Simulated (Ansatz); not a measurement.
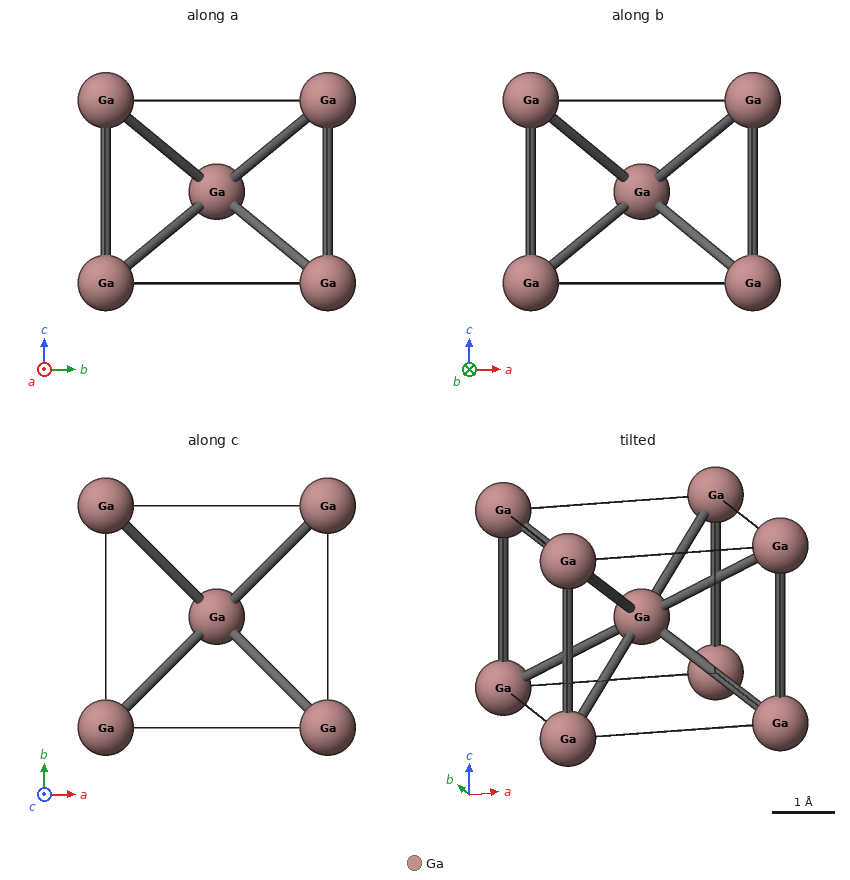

A ball-and-stick rendering, viewed along the a axis, along the b axis, along the c axis and slightly off an axis. The conventional unit cell is drawn as a box.

Lattice parameters: a = 3.5813 Å, b = 3.5813 Å, c = 2.9486 Å, α = 90.000°, β = 90.000°, γ = 90.000°.

Question: Express the structure as a CIF with its space group and independent sites.

Answer:
```cif
data_structure
_symmetry_space_group_name_H-M 'I 4/m m m'
_symmetry_Int_Tables_number 139
_cell_length_a 3.5813
_cell_length_b 3.5813
_cell_length_c 2.9486
_cell_angle_alpha 90.000
_cell_angle_beta 90.000
_cell_angle_gamma 90.000
_cell_volume 37.82
loop_
_atom_site_label
_atom_site_type_symbol
_atom_site_symmetry_multiplicity
_atom_site_Wyckoff_symbol
_atom_site_fract_x
_atom_site_fract_y
_atom_site_fract_z
_atom_site_occupancy
Ga1 Ga 2 a 0.0000 0.0000 0.0000 1
```

Shown is a generated cell, made by putting these elements into a known structure type (the compound may or may not exist in this form), as it stood before any relaxation. It went into a calculation with Ansatz.
